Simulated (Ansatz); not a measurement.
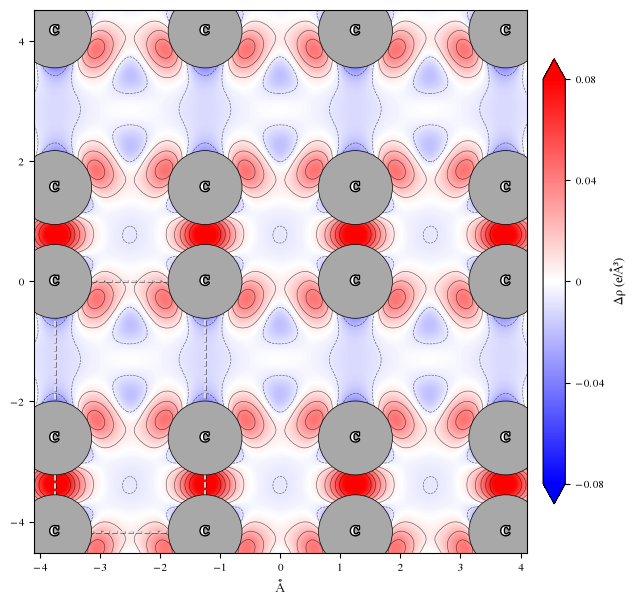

C. Difference of the valence pseudo-densities of two functionals at the same geometry, on the (100) plane of the calculation cell: one of HF and HSE06 less the other.

Both computed with Ansatz (plane waves, PAW), on the same k-point mesh. Grey discs cover the atomic cores.

```yaml
crystal:
  lattice:
    - [2.50320, 0.00000, 0.00000]
    - [-1.25160, 2.16783, 0.00000]
    - [0.00000, 0.00000, 4.16887]
  atoms:
    - { symbol: C, position: [0.33333, 0.66667, 0.00023] }
    - { symbol: C, position: [0.66667, 0.33333, 0.50023] }
    - { symbol: C, position: [0.33333, 0.66667, 0.37477] }
    - { symbol: C, position: [0.66667, 0.33333, 0.87477] }
```

Question: Which was subtracted from which, and what does the map show?

Answer: It is HF less HSE06. Against HSE06, HF gives more density around C (+0.022 e/Å³ on average at 0.8 Å from the nucleus) and a change of +0.099 e/Å³ at the midpoint of C–C.
